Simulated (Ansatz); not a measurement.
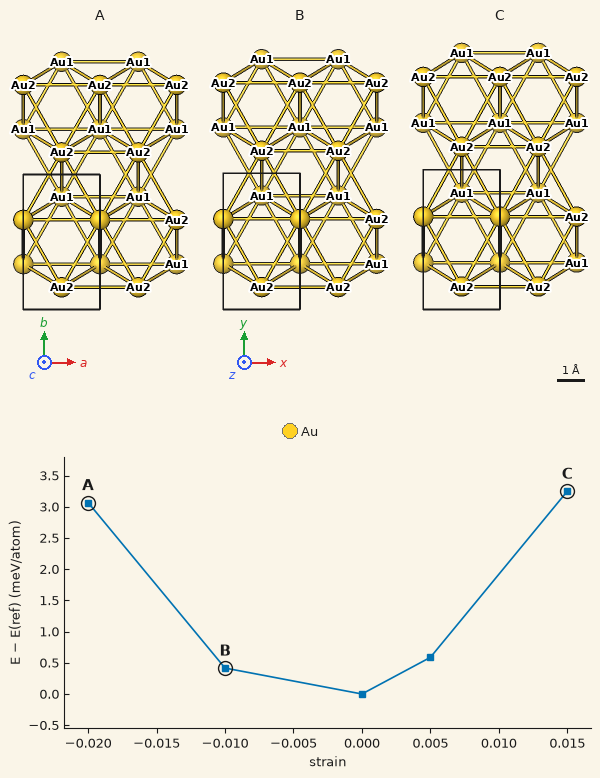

Energy scan for crystalline Au (Cmcm), in which the cell is strained along y alone, with the atoms kept at their fractional coordinates. x, y and z are the Cartesian axes of the input. The lettered frames are marked on the plot. The picture is a ball-and-stick view of the conventional cell (2 times the calculation's cell), repeated 2 × 2 × 1 with one cell outlined, seen along the c axis. Lengths and directions refer to the drawn axes.

Theory: DFT r2SCAN, scalar-relativistic, plane waves, PAW (Ansatz 0.2.0). Settings: plane-wave cutoff 500 eV; k-point mesh 24 × 24 × 12; occupations gaussian; smearing width 0.15 eV; no spin polarisation. Energies (free energies at the smearing named) are counted from the relaxed crystal.

What does the scan show?

Answer. The lowest computed point lies at the strain 0.00 (0.00 meV/atom). The end points stand at 3.07 meV/atom (−0.02) and 3.25 meV/atom (0.015). The curvature at zero strain, (1/V) d²E/dε², is about 190 GPa; it is C₂₂ with clamped ions. The distortion keeps the space group Cmcm. At the strain −0.02 the cell of the drawing goes b 5.101 → 4.999 Å.
